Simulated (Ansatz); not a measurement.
PtSe2: single-point calculation (part 3 of 3)

Continued. System: PtSe2 (P-3m1, 3 atoms in the cell). Method: DFT PBEsol+U+J, spin-orbit coupling, plane waves, PAW, U = 2 eV, J = 0.7 eV on Pt atom 1 d (Ansatz 0.2.0); cutoff 420 eV, 6×6×4 k-mesh, Gaussian smearing of 0.05 eV. The structure derives from an entry of the Crystallography Open Database. It belongs to a series of runs on one base structure; here: random orbitals: random, high filling.

Geometry of the input (Å; fractional positions):
```
3.7240  0.0000  0.0000
-1.8620  3.2251  0.0000
0.0000  0.0000  5.0620
Pt 0.0000  0.0000  0.0000
Se 0.3333  0.6667  0.2500
Se 0.6667  0.3333  0.7500
```

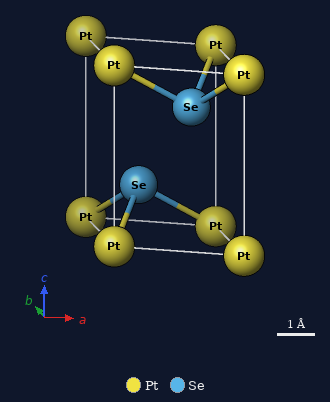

Fig. 1: The input geometry (ball-and-stick view of the cell of the calculation, seen slightly off an axis).

**What the program printed, continued**
```
  k-point 2: bands = ["-86.0640", "-86.0640", "-51.4311", "-51.4311", "-36.4645", "-36.4645", "-36.3933", "-36.3933", "-35.9560", "-35.9560", "-35.9391", "-35.9391", "-35.9360", "-35.9360", "-35.9283", "-35.9283", "-35.0651", "-35.0651", "-35.0618", "-35.0618", "-35.0515", "-35.0515", "-35.0438", "-35.0438", "-35.0430", "-35.0430", "-35.0422", "-35.0422", "-1.9940", "-1.9940", "-0.8429", "-0.8429", "6.1810", "6.1810", "6.5828", "6.5829", "7.2971", "7.2971", "8.6566", "8.6566", "8.8297", "8.8297", "10.1345", "10.1345", "11.3600", "11.3600", "11.4516", "11.4516", "11.8768", "11.8768", "15.4217", "15.4217", "15.4863", "15.4863", "17.7177", "17.7177", "19.4436", "19.4436", "19.5082", "19.5082"]
  k-point 75: bands = ["-86.0638", "-86.0638", "-51.4326", "-51.4326", "-36.4639", "-36.4639", "-36.3977", "-36.3977", "-35.9555", "-35.9555", "-35.9459", "-35.9459", "-35.9388", "-35.9388", "-35.9272", "-35.9272", "-35.0646", "-35.0646", "-35.0614", "-35.0614", "-35.0512", "-35.0512", "-35.0483", "-35.0483", "-35.0424", "-35.0424", "-35.0395", "-35.0395", "-0.8766", "-0.8766", "-0.3904", "-0.3904", "5.2766", "5.2766", "6.8193", "6.8193", "7.2327", "7.2327", "7.8874", "7.8874", "8.7712", "8.7712", "9.4388", "9.4388", "9.9484", "9.9484", "10.2324", "10.2324", "11.8075", "11.8075", "14.1243", "14.1243", "14.6760", "14.6761", "17.7059", "17.7059", "17.8035", "17.8035", "20.2348", "20.2348"]
Occupation matrices written to [file]
--- Löwdin populations: 3 sites ---
  site symbol       q [e]
     0     Pt     17.4884
     1     Se     16.1458
     2     Se     16.1458
  spilling = 0.004400 (of n_electrons = 50.000000)
--- Occupation matrices: 1 shell (run DFT+U table (all-electron-ortho-atomic); ε = 4.07e-4) ---
  Pt0 d_5D: site group D3d (-3m)
  Pt0 d_5D spinor Tr n = 8.7293  λ = 0.711 0.711 0.717 0.717 0.973 0.973 0.981 0.981 0.982 0.982  [2× xz 0.36 E3/2g(1.00) | 2× yz 0.26 E1/2g(1.00) | 2× z2 0.55 E1/2g(1.00) | 4× xy 0.24 E1/2g(0.50)]
  specified occupation → Pt0 d_5D spinor: matrix, ‖Δ‖_F = 1.7922, Tr Δ = -2.8293, displaced = 2.0784, d_λ = 1.3888; orbital distance = 2.2596
  Tr n, λ and their labels are of the run-group-symmetrised matrices; stabiliser: 24 of 24 elements of G0×{1,Θ} (closed), max defect 2.6e-6 at τ = 8.6e-5
```

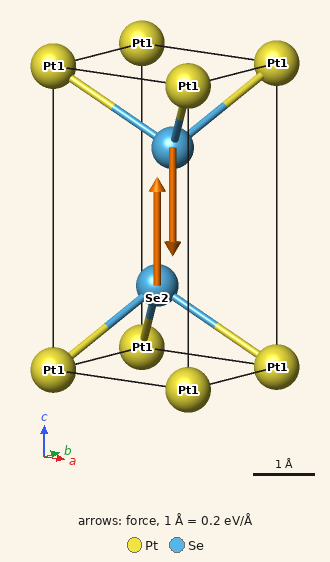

Fig. 2: Forces on the atoms as orange arrows (ball-and-stick view of the cell of the calculation, seen slightly off an axis; atoms are numbered from 1 in the order of the input). The largest act on Se2, Se3 (0.36 eV/Å). The geometry is not a stationary point of this energy.

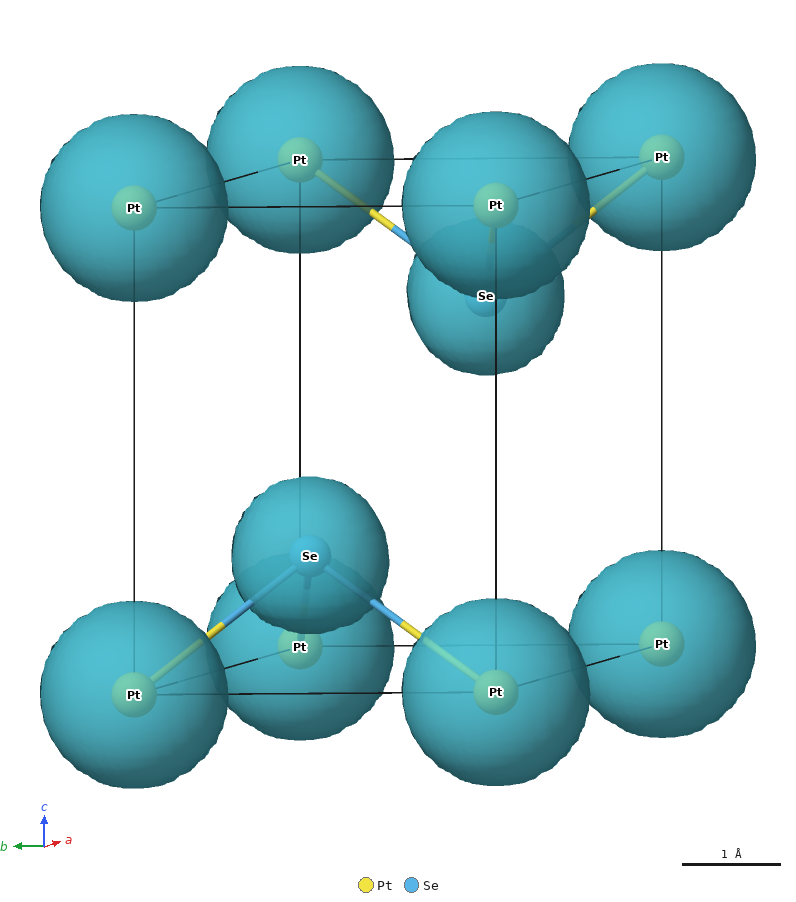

Fig. 3: Isosurface of the valence electron density at 1 e/Å³ (cyan), seen at an oblique angle. Sticks mark near contacts. The outline is the cell set on symmetry axes. At this value the density breaks into separate islands; it holds about 70 % of the electrons treated as valence (semicore included). It is pinched off along the Pt–Se (2.49 Å) contacts. On the grid the lowest density along these lines, outside the cores, is 0.6 e/Å³ (Pt–Se, 2.49 Å). In a PAW calculation such maps are meaningful between the atoms, not at the nuclei.

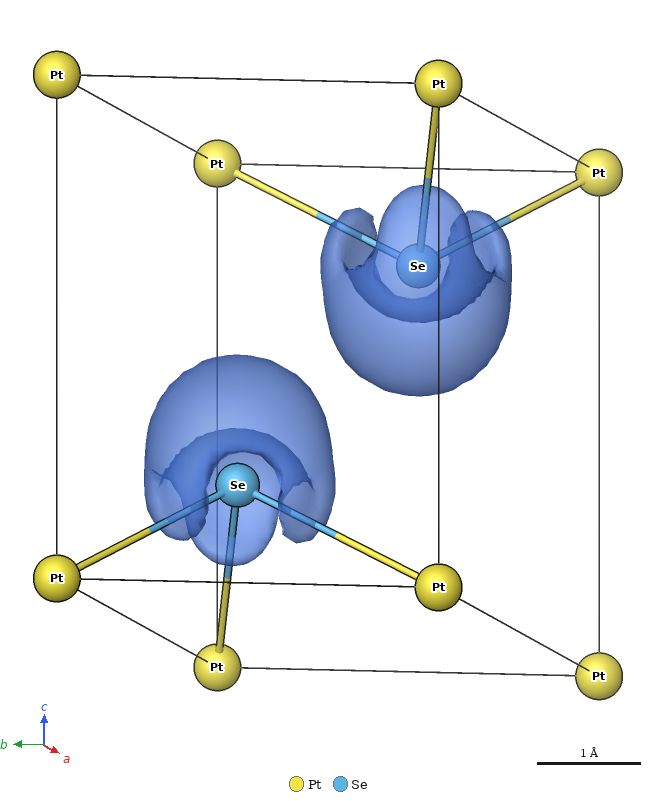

Fig. 4: Isosurface of the electron localisation function at 0.75 (blue), seen at an oblique angle. Only the valence region is drawn (cores and ρ < 0.01 e/Å³ removed). Sticks mark near contacts. The outline is the cell set on symmetry axes. Along the contacts the grid gives the following. Pt–Se (2.49 Å): the ELF is about 0.50 at the midpoint.

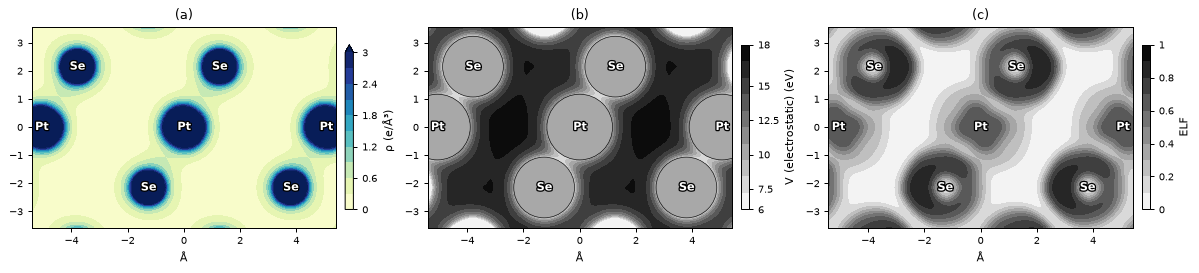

Fig. 5: (a) valence electron density; (b) electrostatic potential energy of an electron; (c) ELF on the (110) plane of the conventional cell. Grey discs, where drawn, cover atomic cores. The section cuts through Pt and Se sites. Pt–Se (2.49 Å): ρ is about 0.6 e/Å³ halfway; the ELF is about 0.50 at the midpoint. Away from the nuclei the density in this plane falls to 0.02 e/Å³ at its lowest. The strong features right at Pt lie inside the PAW spheres (semicore, d or f shells) and say nothing about bonding. Outside the cores the potential energy rises away from the atoms and is highest about 2.4 Å from the nearest atoms; outside the discs it spans about 11 eV, and its zero is arbitrary.

**Key numbers**

```csv
quantity,value
outcome,converged
space group (tolerance 0.01 Å),P-3m1 (164)
electrons treated,50
free energy,−23267.0877 eV
Fermi energy,13.159 eV
gap on the k-point mesh,none (metallic)
net moment of the cell,0.00 μB
integrated absolute moment,0.00 μB
pressure,2.26 GPa
largest force (length of the vector),0.363 eV/Å
wall time,57 s (CPU time 3.7 min)
peak memory,1.2 GiB
```

**Notes**

The program warns: some starting moments were not kept; the typed occupations were not kept; the SCF threshold is looser than advised for the printed stress; the occupation matrices lower the symmetry.
